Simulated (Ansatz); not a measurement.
**Ga$_{4}$As$_{3}$P: density, localisation and related maps**

Input

```
crystal:
  lattice:
    - [3.970626732, 0.0, 0.0]
    - [0.0, 3.970626732, 0.0]
    - [0.0, 0.0, 11.2099046173]
  atoms:
    - { symbol: P, position: [0.0, 0.0, 0.0] }
    - { symbol: Ga, position: [0.0, 0.5, 0.8814179681] }
    - { symbol: As, position: [0.5, 0.5, 0.7542327629] }
    - { symbol: Ga, position: [0.5, 0.0, 0.6272124747] }
    - { symbol: As, position: [0.0, 0.0, 0.5] }
    - { symbol: Ga, position: [0.0, 0.5, 0.3727875253] }
    - { symbol: As, position: [0.5, 0.5, 0.2457672371] }
    - { symbol: Ga, position: [0.5, 0.0, 0.1185820319] }
kpoints:
  mp_grid: { grid: [4, 4, 2] }
  band_path:
    path:
      - [0.0, 0.0, 0.0]
      - [0.0, 0.5, 0.0]
      - [0.5, 0.5, 0.0]
      - [0.0, 0.0, 0.5]
      - [0.0, 0.5, 0.5]
      - [0.5, 0.5, 0.5]
    npoints: 1
hamiltonian:
  xc: pbe0
scf:
  occupations: { method: fixed }
  n_extra_bands: 6
output:
  forces: true
  stress: true
  eigenvalues: true
  write_density: true
  write_potential: true
  elf: true
  volumetric_format: npy
```

Run with:

```sh
ansatz run input.yaml --threads 4 --pin off --max-ram 6451MiB --backend cpu --events-out ev --progress --plain --runs-dir out
```

Below, planes, directions and counts refer to the conventional cell (a = 3.97 Å, b = 3.97 Å, c = 11.21 Å, α = 90.00°, β = 90.00°, γ = 90.00°).

Space group P-4m2; started from the ordered alloy on zincblende lattice prototype, which need not be the ambient phase.

The calculation used DFT, PBE0, plane waves, PAW (Ansatz 0.2.0).

Core electrons are frozen (PAW), and the valence fields are smoothed inside the atomic spheres.

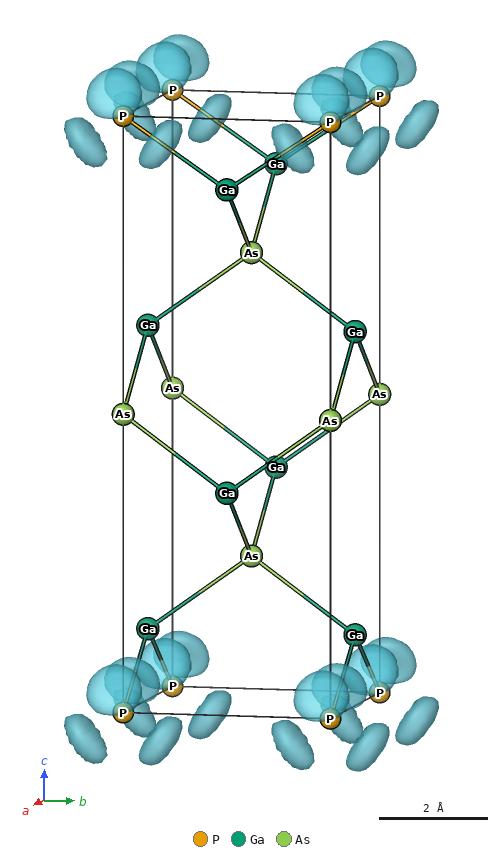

Figure 1. Isosurface of the ELF at 0.85 (cyan), seen slightly off an axis. Core shells and regions of very low density are left out. Sticks mark near contacts.

Q: Where are the electrons localised?

A: The ELF exceeds this value in four lobes of the valence shell of P pointing towards Ga (polar bonds), counted in one cell of 8 atoms. Any copies at cell faces, edges or corners count once.


Ga–P (2.39 Å): the ELF peaks at about 0.90 between the atoms; localised, covalent bonding. Ga–As (2.44 Å): the ELF peaks at about 0.80 between the atoms; localised, covalent bonding.

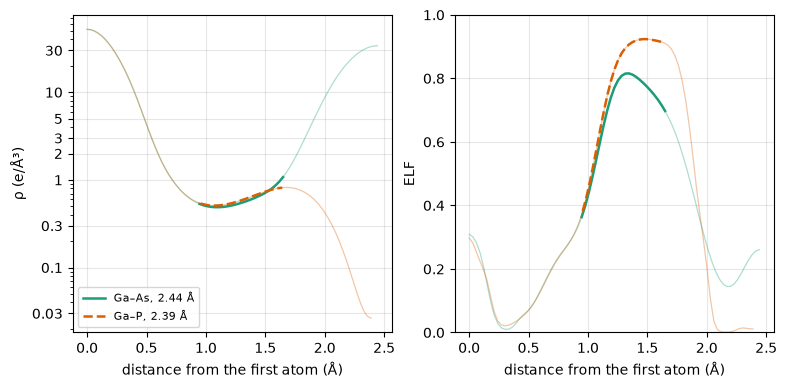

Figure 2. Valence pseudo-density and ELF along straight lines between neighbouring atoms. Thin, pale parts lie inside the atomic spheres.

Q: Compare the contacts.

A: Ga–As (2.44 Å): the density is about 0.51 e/Å³ at the midpoint; the ELF peaks at about 0.80 between the atoms: a shared electron pair.
Ga–P (2.39 Å): ρ at the midpoint is about 0.53 e/Å³; the ELF peaks at about 0.90 between the atoms, as expected for a shared electron pair.

Q: Does the calculation make it a metal, or give it a gap?

A: It is gapped, with a Kohn–Sham gap of 2.3 eV on the k-point mesh (the band edges may lie off the mesh, which would make the gap smaller).
